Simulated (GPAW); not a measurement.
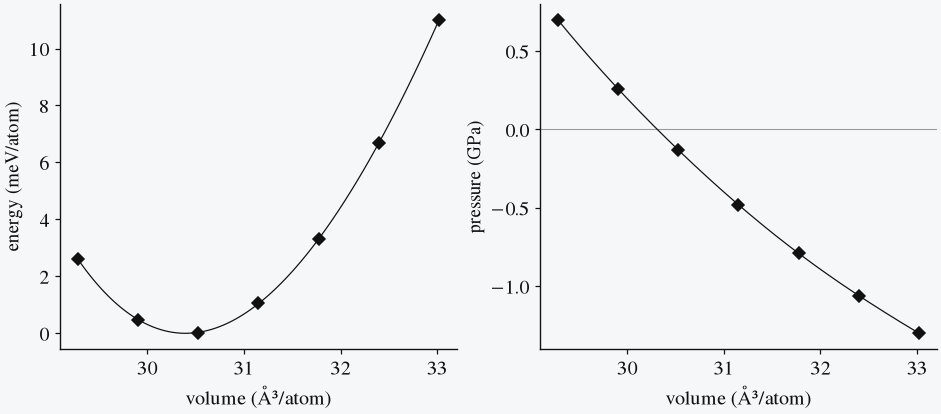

Plotted: energy and pressure against volume for KCl, space group Fm-3m (No. 225).

The given structure:
```yaml
crystal:
  lattice:
    - [0.00000, 3.14647, 3.14647]
    - [3.14647, 0.00000, 3.14647]
    - [3.14647, 3.14647, 0.00000]
  atoms:
    - { symbol: K, position: [0.00000, 0.00000, 0.00000] }
    - { symbol: Cl, position: [0.50000, 0.50000, 0.50000] }
```

How it was computed, with GPAW 26.7.0: PAW DFT in plane waves, on a grid or in atomic orbitals, no spin polarisation; energies at scaled volumes of the given cell, shape and fractions fixed, counted from the fit's minimum, third-order Birch-Murnaghan fit. Level: PBEsol.

```json
{"setting": "k mesh", "value": "7×7×7"}
{"setting": "occupations", "value": "Fermi–Dirac"}
{"setting": "smearing width", "value": "0.05 eV"}
{"setting": "potentials", "value": "PAW data sets made by gpaw setup for the functional"}
{"setting": "wave cutoff", "value": "600 eV"}
{"setting": "program settings", "value": "basis pw"}
```

Question: Give the fitted equation-of-state parameters.

Answer: A third-order Birch–Murnaghan fit gives V0 = 30.40 Å³/atom, B0 = 18.8 GPa and B′ = 5.8.

Question: How does the pressure vary with volume?

Answer: It falls from 0.70 GPa at volume 29.28 Å³/atom to −1.30 GPa at 33.02 Å³/atom, and changes sign near 30.32 Å³/atom.
